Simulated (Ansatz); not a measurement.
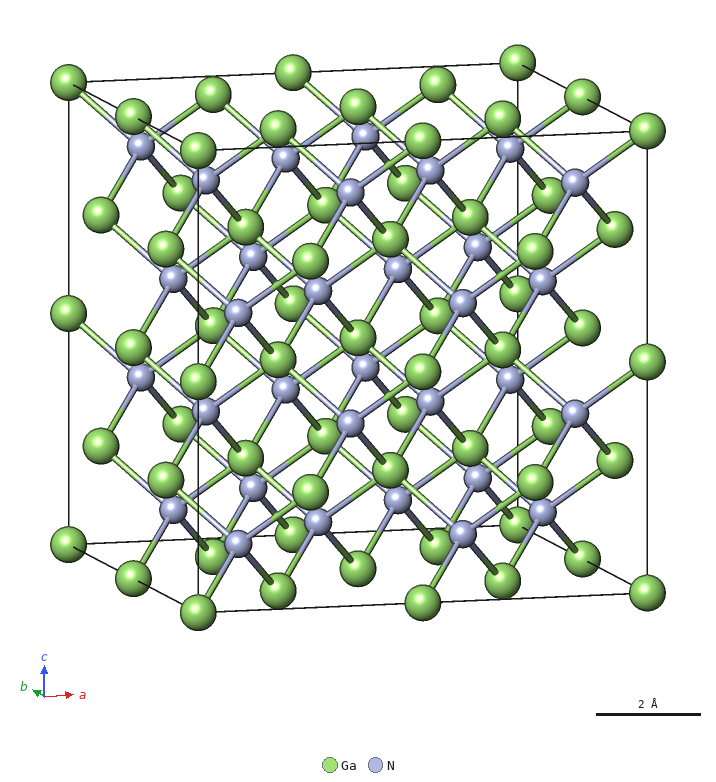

**Figure 1.** The structure as given in the input (ball-and-stick view of the cell of the calculation, seen slightly off an axis). Near neighbours in the crystal (not all of them lie inside the picture): Ga has 4 N at 1.95 Å; N has 4 Ga at 1.95 Å.

Single-point calculation, with input and output: Ga₃₂N₃₂ (part 1 of 2)

The run: single-point calculation of Ga₃₂N₃₂ (F-43m, 64 atoms in the cell). Method and program: DFT, HSE06, PAW, plane waves (Ansatz 0.2.0).

The structure was built on a prototype by a generator.

Input:
```yaml
crystal:
  lattice:
    - [8.996242, 0.000000, 0.000000]
    - [0.000000, 8.996242, 0.000000]
    - [0.000000, 0.000000, 8.996242]
  atoms:
    - { symbol: Ga, position: [0.000000, 0.000000, 0.000000] }
    - { symbol: Ga, position: [0.000000, 0.000000, 0.500000] }
    - { symbol: Ga, position: [0.000000, 0.500000, 0.000000] }
    - { symbol: Ga, position: [0.000000, 0.500000, 0.500000] }
    - { symbol: Ga, position: [0.500000, 0.000000, 0.000000] }
    - { symbol: Ga, position: [0.500000, 0.000000, 0.500000] }
    - { symbol: Ga, position: [0.500000, 0.500000, 0.000000] }
    - { symbol: Ga, position: [0.500000, 0.500000, 0.500000] }
    - { symbol: Ga, position: [0.250000, 0.250000, 0.000000] }
    - { symbol: Ga, position: [0.250000, 0.250000, 0.500000] }
    - { symbol: Ga, position: [0.250000, 0.750000, 0.000000] }
    - { symbol: Ga, position: [0.250000, 0.750000, 0.500000] }
    - { symbol: Ga, position: [0.750000, 0.250000, 0.000000] }
    - { symbol: Ga, position: [0.750000, 0.250000, 0.500000] }
    - { symbol: Ga, position: [0.750000, 0.750000, 0.000000] }
    - { symbol: Ga, position: [0.750000, 0.750000, 0.500000] }
    - { symbol: Ga, position: [0.250000, 0.000000, 0.250000] }
    - { symbol: Ga, position: [0.250000, 0.000000, 0.750000] }
    - { symbol: Ga, position: [0.250000, 0.500000, 0.250000] }
    - { symbol: Ga, position: [0.250000, 0.500000, 0.750000] }
    - { symbol: Ga, position: [0.750000, 0.000000, 0.250000] }
    - { symbol: Ga, position: [0.750000, 0.000000, 0.750000] }
    - { symbol: Ga, position: [0.750000, 0.500000, 0.250000] }
    - { symbol: Ga, position: [0.750000, 0.500000, 0.750000] }
    - { symbol: Ga, position: [0.000000, 0.250000, 0.250000] }
    - { symbol: Ga, position: [0.000000, 0.250000, 0.750000] }
    - { symbol: Ga, position: [0.000000, 0.750000, 0.250000] }
    - { symbol: Ga, position: [0.000000, 0.750000, 0.750000] }
    - { symbol: Ga, position: [0.500000, 0.250000, 0.250000] }
    - { symbol: Ga, position: [0.500000, 0.250000, 0.750000] }
    - { symbol: Ga, position: [0.500000, 0.750000, 0.250000] }
    - { symbol: Ga, position: [0.500000, 0.750000, 0.750000] }
    - { symbol: N, position: [0.125000, 0.125000, 0.125000] }
    - { symbol: N, position: [0.125000, 0.125000, 0.625000] }
    - { symbol: N, position: [0.125000, 0.625000, 0.125000] }
    - { symbol: N, position: [0.125000, 0.625000, 0.625000] }
    - { symbol: N, position: [0.625000, 0.125000, 0.125000] }
    - { symbol: N, position: [0.625000, 0.125000, 0.625000] }
    - { symbol: N, position: [0.625000, 0.625000, 0.125000] }
    - { symbol: N, position: [0.625000, 0.625000, 0.625000] }
    - { symbol: N, position: [0.375000, 0.375000, 0.125000] }
    - { symbol: N, position: [0.375000, 0.375000, 0.625000] }
    - { symbol: N, position: [0.375000, 0.875000, 0.125000] }
    - { symbol: N, position: [0.375000, 0.875000, 0.625000] }
    - { symbol: N, position: [0.875000, 0.375000, 0.125000] }
    - { symbol: N, position: [0.875000, 0.375000, 0.625000] }
    - { symbol: N, position: [0.875000, 0.875000, 0.125000] }
    - { symbol: N, position: [0.875000, 0.875000, 0.625000] }
    - { symbol: N, position: [0.375000, 0.125000, 0.375000] }
    - { symbol: N, position: [0.375000, 0.125000, 0.875000] }
    - { symbol: N, position: [0.375000, 0.625000, 0.375000] }
    - { symbol: N, position: [0.375000, 0.625000, 0.875000] }
    - { symbol: N, position: [0.875000, 0.125000, 0.375000] }
    - { symbol: N, position: [0.875000, 0.125000, 0.875000] }
    - { symbol: N, position: [0.875000, 0.625000, 0.375000] }
    - { symbol: N, position: [0.875000, 0.625000, 0.875000] }
    - { symbol: N, position: [0.125000, 0.375000, 0.375000] }
    - { symbol: N, position: [0.125000, 0.375000, 0.875000] }
    - { symbol: N, position: [0.125000, 0.875000, 0.375000] }
    - { symbol: N, position: [0.125000, 0.875000, 0.875000] }
    - { symbol: N, position: [0.625000, 0.375000, 0.375000] }
    - { symbol: N, position: [0.625000, 0.375000, 0.875000] }
    - { symbol: N, position: [0.625000, 0.875000, 0.375000] }
    - { symbol: N, position: [0.625000, 0.875000, 0.875000] }
  symmetry: { detect: false }
kpoints:
  mp_grid: { grid: [1, 1, 1], shift: [0.25, 0.25, 0.25] }
hamiltonian:
  xc: hse06
scf:
  occupations: { method: fermi_dirac, width: 0.01 }
output:
  forces: true
  eigenvalues: true
  populations: true
  eigenstates: { kpoints: [[0.25, 0.25, 0.25]], e_range: [-6.0, 6.0], localisation: true }
```

Hardware: 7 CPU threads, shared host.

Output:
```
Pseudopotentials: kind: paw
Functional definition: HSE06
  parameter a = 0.25
  parameter omega = 0.11/bohr
  exchange = pbe_x - a*pbe_x_sr(omega) + a*exact_x_sr(omega)
  correlation = pbe_c
Crystal: 64 atoms, lattice volume = 728.087 Å³
Basis set: ecut = 420 eV, 14147 PW (Γ), exchange–correlation on 128×128×128 points (8 copies of the dense FFT grid, shifted against one another)
Bands: 352, of which v1, the nominal top of the filled ones, is band 288 counted from 1 (287 counted from 0)
Symmetry: 1 space group operations
k-points: 1
Non-local potential: Ga, projectors of the file, l = 0: 2, l = 1: 2, l = 2: 3, l = 3: 1
Non-local potential: N, projectors of the file, l = 0: 2, l = 1: 2, l = 2: 1
PAW form: soft (Blöchl's): semilocal exchange-correlation on the pseudo side does not see the compensation charge
PAW frozen core: Ga, regenerated for the run's functional, and the local potential with it (the file was generated under x = pbe(κ = 0.804, μ = 0.2195149727645171), c = pbe(β = 0.06672455060314922))
PAW frozen core: N, regenerated for the run's functional, and the local potential with it (the file was generated under x = pbe(κ = 0.804, μ = 0.2195149727645171), c = pbe(β = 0.06672455060314922))
PAW one-centre angular grid: Ga, 590 points (default); XC on 64 Gauss nodes
PAW one-centre angular grid: N, 110 points (default); XC on 64 Gauss nodes
Initial density: superposition of atomic densities (neutral atoms: chi_scale 0, normalization atom), corrected by the library's trained network
Initial wavefunctions: pseudopotential atomic-orbital guess
Functional: x = pbe(κ = 0.804, μ = 0.2195149727645171), c = pbe(β = 0.06672455060314922), warm-up for x = pbe(κ = 0.804, μ = 0.2195149727645171) + 0.25 (exact − pbe) at short range (hse, ω = 0.20786987370883472 Å⁻¹), c = pbe(β = 0.06672455060314922); HSE06 as pw.x's `hse` composes it (authors' and Libxc's form: `xc: wpbeh`)
SCF iter   1: F=—  HF=-133372.712064 eV  |F-HF|=—  |Δ(HF+E_count)|=         —  Δρ=2.33e-3  dr2=1.20e-2  ethr=1.77e-3  ⟨swp⟩=8.0  Hψ=1562  notcnv=0
preconditioner: auto → none  [insulator: Δε(μ)=3.063 eV  Ē_g=16.566 eV  σ=0.010 eV  W_gap=1.00  n_scr=250 (ndim 8)  ℏωp=33.0 eV  f_vac=0.000  D(μ)=0.00/eV (n_scr^D=0)]
SCF iter   2: F=—  HF=-133372.724503 eV  |F-HF|=—  |Δ(HF+E_count)|=   1.24e-2  Δρ=1.12e-3  dr2=3.11e-3  ethr=2.08e-6  ⟨swp⟩=12.0  Hψ=1397  notcnv=0  defer=1
iter 3 solved again at ethr=3.44e-8 eV; its pass at ethr=5.39e-7 eV (dr2=1.98e-4 eV) is discarded
SCF iter   3: F=-133372.725571 eV  HF=-133372.725477 eV  |F-HF|=9.47e-5  |Δ(HF+E_count)|=   9.74e-4  Δρ=3.04e-4  dr2=2.22e-4  ethr=3.44e-8  ⟨swp⟩=4.0  Hψ=1657  notcnv=0
SCF 1 stopped early in 3 iterations: F = -133372.725571 eV  dr2 = 2.22e-4
  greatest PAW one-centre occupation: 0.995 electrons in one spin orbital (limit 2), on the Ga atom at site 27 (counted from 0), in its partial waves of l = 2
Initial density: handed on by an earlier stage of this run
Initial wavefunctions: those handed on with the density
Functional: x = pbe(κ = 0.804, μ = 0.2195149727645171) + 0.25 (exact − pbe) at short range (hse, ω = 0.20786987370883472 Å⁻¹), c = pbe(β = 0.06672455060314922); HSE06 as pw.x's `hse` composes it (authors' and Libxc's form: `xc: wpbeh`)
Exchange kernel: α = 0.2500, screened, ω = 0.2079 Å⁻¹, Wigner–Seitz truncation, v(0) = 849.7016 eV·Å³, q-mesh 1×1×1, nearest image of the exchange supercell L = 9.00 Å, pair-density grid 45×45×45, without the augmentation charges, whose exchange is taken in its separable form (sized by the pseudopotential files, 64×64×64 at the most), smooth part of the exchange summed in real space on grids 48×60
Frozen-core exchange: fock
SCF iter   1: F=—  HF=-133388.802158 eV  |F-HF|=—  |Δ(HF+E_count)|=         —  Δρ=1.78e-2  dr2=9.17e-1  ethr=3.86e-7  ⟨swp⟩=12.0  Hψ=1945  notcnv=0
preconditioner: auto → none  [insulator: Δε(μ)=4.334 eV  Ē_g=19.678 eV  σ=0.010 eV  W_gap=1.00  n_scr=250 (ndim 8)  ℏωp=33.0 eV  f_vac=0.002  D(μ)=0.00/eV (n_scr^D=0)]
SCF iter   2: F=—  HF=-133388.344670 eV  |F-HF|=—  |Δ(HF+E_count)|=   4.57e-1  Δρ=4.25e-3  dr2=9.25e-2  ethr=3.86e-7  ⟨swp⟩=5.0  Hψ=1530  notcnv=0
SCF iter   3: F=—  HF=-133388.596339 eV  |F-HF|=—  |Δ(HF+E_count)|=   2.52e-1  Δρ=4.33e-3  dr2=5.10e-2  ethr=3.86e-7  ⟨swp⟩=5.0  Hψ=1396  notcnv=0
SCF iter   4: F=—  HF=-133388.588068 eV  |F-HF|=—  |Δ(HF+E_count)|=   8.27e-3  Δρ=1.50e-3  dr2=8.39e-3  ethr=3.86e-7  ⟨swp⟩=4.0  Hψ=1172  notcnv=0
SCF iter   5: F=—  HF=-133388.588065 eV  |F-HF|=—  |Δ(HF+E_count)|=   3.30e-6  Δρ=4.39e-4  dr2=1.60e-3  ethr=3.86e-7  ⟨swp⟩=4.0  Hψ=881  notcnv=0
SCF iter   6: F=—  HF=-133388.592422 eV  |F-HF|=—  |Δ(HF+E_count)|=   4.36e-3  Δρ=2.80e-4  dr2=2.39e-4  ethr=2.17e-7  ⟨swp⟩=4.0  Hψ=1150  notcnv=0
SCF iter   7: F=-133388.592251 eV  HF=-133388.592252 eV  |F-HF|=4.53e-7  |Δ(HF+E_count)|=   1.70e-4  Δρ=3.23e-5  dr2=1.60e-5  ethr=3.94e-8  ⟨swp⟩=4.0  Hψ=944  notcnv=0
SCF 2 stopped early in 7 iterations: F = -133388.592251 eV  dr2 = 1.60e-5
  Residual-converged pass: ⟨swp⟩=4.0  Hψ=920  notcnv=0  max |occ|·‖R‖ = 5.0e-6 eV (tolerance 6.7e-6 eV)  dr2=1.64e-5  dr2_onsite=1.02e-6  max |Δocc| = 0.0e0
  greatest PAW one-centre occupation: 0.996 electrons in one spin orbital (limit 2), on the Ga atom at site 0 (counted from 0), in its partial waves of l = 2
hybrid outer 1: dexx = +2.855e-1 eV, tail = 6.19e-4 eV
SCF iter   1: F=—  HF=-133388.584736 eV  |F-HF|=—  |Δ(HF+E_count)|=         —  Δρ=1.23e-4  dr2=1.18e-4  ethr=5.38e-7  ⟨swp⟩=7.0  Hψ=922  notcnv=0
preconditioner: auto → none  [insulator: Δε(μ)=4.355 eV  Ē_g=19.503 eV  σ=0.010 eV  W_gap=1.00  n_scr=250 (ndim 8)  ℏωp=33.0 eV  f_vac=0.003  D(μ)=0.00/eV (n_scr^D=0)]
SCF iter   2: F=—  HF=-133388.584712 eV  |F-HF|=—  |Δ(HF+E_count)|=   2.41e-5  Δρ=2.70e-5  dr2=6.35e-6  ethr=2.00e-8  ⟨swp⟩=3.0  Hψ=905  notcnv=0
SCF iter   3: F=—  HF=-133388.584731 eV  |F-HF|=—  |Δ(HF+E_count)|=   1.95e-5  Δρ=2.62e-5  dr2=4.44e-6  ethr=6.77e-10  ⟨swp⟩=4.0  Hψ=1049  notcnv=0
SCF iter   4: F=—  HF=-133388.584730 eV  |F-HF|=—  |Δ(HF+E_count)|=   1.20e-6  Δρ=5.59e-6  dr2=1.23e-7  ethr=6.77e-10  ⟨swp⟩=3.0  Hψ=755  notcnv=0
SCF iter   5: F=—  HF=-133388.584730 eV  |F-HF|=—  |Δ(HF+E_count)|=   3.85e-7  Δρ=3.64e-6  dr2=1.50e-7  ethr=1.50e-11  ⟨swp⟩=4.0  Hψ=1098  notcnv=0
SCF iter   6: F=-133388.584730 eV  HF=-133388.584730 eV  |F-HF|=4.20e-8  |Δ(HF+E_count)|=   2.90e-8  Δρ=1.97e-6  dr2=4.39e-8  ethr=1.50e-11  ⟨swp⟩=4.0  Hψ=749  notcnv=0
SCF 3 converged in 6 iterations: F = -133388.584730 eV  dr2 = 4.39e-8
  Residual-converged pass: ⟨swp⟩=3.0  Hψ=862  notcnv=0  max |occ|·‖R‖ = 1.6e-6 eV (tolerance 2.5e-6 eV)  dr2=4.55e-8  dr2_onsite=4.65e-9  max |Δocc| = 0.0e0
  greatest PAW one-centre occupation: 0.996 electrons in one spin orbital (limit 2), on the Ga atom at site 7 (counted from 0), in its partial waves of l = 2
```

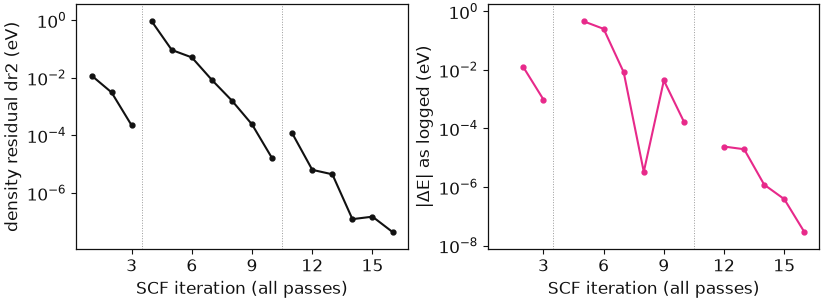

**Figure 2.** Convergence of the self-consistent field: density residual dr2 and size of the energy change against the SCF iteration. The run starts with a semilocal functional; after that each stretch between dotted lines is one SCF of the hybrid functional between two exact rebuilds of the exchange operator by the outer loop. Early passes are stopped at a loose threshold. The passes take 3, 7 and 6 iterations.
